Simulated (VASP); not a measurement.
# Geometry relaxation of Sn (part 2 of 2)

Sn (2 atoms in the cell); Kohn-Sham DFT of a periodic cell, PBE, VASP PAW PBE potentials, recommended, no spin polarisation (VASP 6.6.1); cutoff 520 eV, 8×8×8 k-mesh, Gaussian smearing of 1 eV. The structure derives from an entry of the Crystallography Open Database.

Geometry of the input (Å; fractional positions):
```
-0.0000  3.3478  3.3478
3.3478  0.0000  3.3478
3.3478  3.3478  -0.0000
Sn 0.0000  -0.0000  1.0000
Sn 0.2500  0.2500  0.2500
```

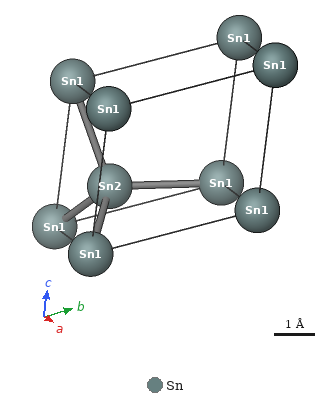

*The geometry at step 1 of the log (ball-and-stick view of the cell of the calculation, seen slightly off an axis; atoms are numbered from 1 in the order of the input).*

Parts of OUTCAR, continued:
```
   NGX = 17   NGY = 17   NGZ = 17

--------------------------------------- Ionic step        1  -------------------------------------------

 number of electron      28.0000016 magnetization

 Free energy of the ion-electron system (eV)
  ---------------------------------------------------
  ext. energy  EPLUGINS =         0.00000000
  ---------------------------------------------------
  free energy    TOTEN  =        -7.79079602 eV

  energy without entropy =       -7.48318021  energy(sigma->0) =       -7.63698812

------------------------ aborting loop because EDIFF is reached ----------------------------------------

  FORCE on cell =-STRESS in cart. coord.  units (eV):
  Direction    XX          YY          ZZ          XY          YZ          ZX
  --------------------------------------------------------------------------------------
  -------------------------------------------------------------------------------------
  Total       -0.0059375     -0.0059375     -0.0059375      0.0000000      0.0000000      0.0000000
  in kB       -0.1267682     -0.1267682     -0.1267682      0.0000000      0.0000000      0.0000000
  external PRESSURE =      -0.1267682 kB  Pullay stress =       0.0000000 kB

 VOLUME and BASIS-vectors are now :
 -----------------------------------------------------------------------------
  energy-cutoff  :      520.00
  volume of cell :       75.04
      direct lattice vectors                 reciprocal lattice vectors
     0.000000000  3.347789099  3.347789099    -0.149352299  0.149352299  0.149352299
     3.347789099  0.000000000  3.347789099     0.149352299 -0.149352299  0.149352299
     3.347789099  3.347789099  0.000000000     0.149352299  0.149352299 -0.149352299

 POSITION                                       TOTAL-FORCE (eV/Angst)
 -----------------------------------------------------------------------------------
      0.00000      0.00000      0.00000         0.000000      0.000000      0.000000
      1.67389      1.67389      1.67389        -0.000000     -0.000000     -0.000000
 -----------------------------------------------------------------------------------
    total drift:                                0.000000      0.000000      0.000000

  FREE ENERGIE OF THE ION-ELECTRON SYSTEM (eV)
  ---------------------------------------------------
  free  energy   TOTEN  =        -7.7907960194 eV

  energy  without entropy=       -7.4831802115  energy(sigma->0) =       -7.63698812

--------------------------------------- Ionic step        2  -------------------------------------------

 number of electron      28.0000016 magnetization

 Free energy of the ion-electron system (eV)
  ---------------------------------------------------
  ext. energy  EPLUGINS =         0.00000000
  ---------------------------------------------------
  free energy    TOTEN  =        -7.79079720 eV

  energy without entropy =       -7.48350266  energy(sigma->0) =       -7.63714993

 E-fermi :   4.7257     XC(G=0):  -8.4904     alpha+bet : -9.6367

 val. band max:        4.6068338939   @ k =   0.3750   0.0000   0.0000
 cond. band min:       4.7724741896   @ k =   0.0000   0.0000   0.0000
 fundamental gap:      0.1656402957
 Fermi energy:         4.7257195844

 k-point     1 :       0.0000    0.0000    0.0000
  band No.  band energies     occupation
      1     -16.8389      2.00000
      2     -16.8389      2.00000
      3     -16.8389      2.00000
      4     -16.7904      2.00000
      5     -16.7904      2.00000
      6     -16.5503      2.00000
      7     -16.5503      2.00000
      8     -16.5503      2.00000
      9     -16.5495      2.00000
     10     -16.5495      2.00000
     11      -5.3281      2.00000
     12       3.4171      1.93579
     13       4.7725      0.94728
     14       4.7725      0.94728
     15       4.7725      0.94728
     16       6.8343      0.00286
     17       6.8343      0.00286
     18       6.8343      0.00286

 k-point     2 :       0.1250    0.0000    0.0000
  band No.  band energies     occupation
      1     -16.8470      2.00000
      2     -16.8470      2.00000
      3     -16.8358      2.00000
      4     -16.7791      2.00000
      5     -16.7791      2.00000
      6     -16.5704      2.00000
      7     -16.5704      2.00000
      8     -16.5540      2.00000
      9     -16.5315      2.00000
     10     -16.5315      2.00000
     11      -5.1913      2.00000
     12       2.3085      1.99937
     13       4.5276      1.22070
     14       4.5276      1.22069
     15       5.0601      0.63625
     16       7.1574      0.00058
     17       7.1574      0.00058
     18       7.3734      0.00018

 k-point     3 :       0.2500    0.0000    0.0000
  band No.  band energies     occupation
      1     -16.8584      2.00000
      2     -16.8584      2.00000
      3     -16.8281      2.00000
      4     -16.7603      2.00000
      5     -16.7603      2.00000
      6     -16.5881      2.00000
      7     -16.5881      2.00000
      8     -16.5632      2.00000
      9     -16.5183      2.00000
     10     -16.5183      2.00000
     11      -4.7980      2.00000
     12       0.7004      2.00000
     13       4.1129      1.61388
     14       4.1129      1.61388
     15       4.8595      0.84999
     16       7.6592      0.00003
     17       7.6592      0.00003
     18       8.8318      0.00000

 k-point     4 :       0.3750    0.0000    0.0000
  band No.  band energies     occupation
      1     -16.8652      2.00000
      2     -16.8652      2.00000
      3     -16.8200      2.00000
      4     -16.7476      2.00000
      5     -16.7476      2.00000
      6     -16.5985      2.00000
      7     -16.5985      2.00000
      8     -16.5727      2.00000
      9     -16.5110      2.00000
     10     -16.5110      2.00000
     11      -4.2374      2.00000
     12      -0.6652      2.00000
     13       3.8115      1.80394
     14       3.8115      1.80394
     15       4.6068      1.13352
     16       7.8610      0.00001
     17       7.8610      0.00001
     18      10.3597      0.00000

 k-point     5 :       0.5000    0.0000    0.0000
  band No.  band energies     occupation
      1     -16.8672      2.00000
      2     -16.8672      2.00000
      3     -16.8166      2.00000
      4     -16.7436      2.00000
      5     -16.7436      2.00000
      6     -16.6015      2.00000
      7     -16.6015      2.00000
      8     -16.5768      2.00000
      9     -16.5089      2.00000
     10     -16.5089      2.00000
     11      -3.8856      2.00000
     12      -1.2942      2.00000
     13       3.7054      1.85097
     14       3.7054      1.85097
     15       4.5125      1.23704
     16       7.8771      0.00001
     17       7.8771      0.00001
     18      10.3701      0.00000

 [... the levels of 18 k-points are left out ...]

 k-point    24 :      -0.3750    0.2500    0.1250
  band No.  band energies     occupation
      1     -16.8899      2.00000
      2     -16.8772      2.00000
      3     -16.7803      2.00000
      4     -16.7222      2.00000
      5     -16.7091      2.00000
      6     -16.6472      2.00000
      7     -16.6256      2.00000
      8     -16.6010      2.00000
      9     -16.4967      2.00000
     10     -16.4844      2.00000
     11      -3.5077      2.00000
     12      -1.5000      2.00000
     13       2.0660      1.99983
     14       3.0952      1.97888
     15       6.3498      0.02163
     16       7.6336      0.00004
     17       9.1832      0.00000
     18       9.9580      0.00000

 [... further k-points ...]

------------------------ aborting loop because EDIFF is reached ----------------------------------------

  FORCE on cell =-STRESS in cart. coord.  units (eV):
  Direction    XX          YY          ZZ          XY          YZ          ZX
  --------------------------------------------------------------------------------------
  -------------------------------------------------------------------------------------
  Total        0.0015540      0.0015540      0.0015540      0.0000000      0.0000000      0.0000000
  in kB        0.0331938      0.0331938      0.0331938      0.0000000      0.0000000      0.0000000
  external PRESSURE =       0.0331938 kB  Pullay stress =       0.0000000 kB

 VOLUME and BASIS-vectors are now :
 -----------------------------------------------------------------------------
  energy-cutoff  :      520.00
  volume of cell :       75.01
      direct lattice vectors                 reciprocal lattice vectors
     0.000000000  3.347309627  3.347309627    -0.149373693  0.149373693  0.149373693
     3.347309627 -0.000000000  3.347309627     0.149373693 -0.149373693  0.149373693
     3.347309627  3.347309627  0.000000000     0.149373693  0.149373693 -0.149373693

 POSITION                                       TOTAL-FORCE (eV/Angst)
 -----------------------------------------------------------------------------------
      0.00000      0.00000      0.00000         0.000000      0.000000      0.000000
      1.67365      1.67365      1.67365        -0.000000     -0.000000     -0.000000
 -----------------------------------------------------------------------------------
    total drift:                                0.000000      0.000000      0.000000

  FREE ENERGIE OF THE ION-ELECTRON SYSTEM (eV)
  ---------------------------------------------------
  free  energy   TOTEN  =        -7.7907972045 eV

  energy  without entropy=       -7.4835026645  energy(sigma->0) =       -7.63714993

 reached required accuracy - stopping structural energy minimisation
```

CONTCAR:
```
Sn
   1.00000000000000
     0.0000000000000000    3.3473096273027072    3.3473096273027072
     3.3473096273027072   -0.0000000000000000    3.3473096273027072
     3.3473096273027072    3.3473096273027072    0.0000000000000000
  Sn
     2
Direct
     0.0000000000000000    0.0000000000000000    0.0000000000000000
     0.2500000000000000    0.2500000000000000    0.2500000000000000

  0.00000000E+00  0.00000000E+00  0.00000000E+00
  0.00000000E+00  0.00000000E+00  0.00000000E+00
```

Trajectory as extended XYZ (Å, eV, eV/Å), 2 frames, from step=0 to step=1:
```
2
Lattice="0.0000 3.3478 3.3478 3.3478 0.0000 3.3478 3.3478 3.3478 0.0000" Properties=species:S:1:pos:R:3:forces:R:3 step=0 energy=-7.79080
Sn    0.0000    0.0000    0.0000    0.0000   0.0000   0.0000
Sn    1.6739    1.6739    1.6739    0.0000   0.0000   0.0000
2
Lattice="0.0000 3.3473 3.3473 3.3473 -0.0000 3.3473 3.3473 3.3473 0.0000" Properties=species:S:1:pos:R:3:forces:R:3 step=1 energy=-7.79080
Sn    0.0000    0.0000    0.0000    0.0000   0.0000   0.0000
Sn    1.6737    1.6737    1.6737    0.0000   0.0000   0.0000
```
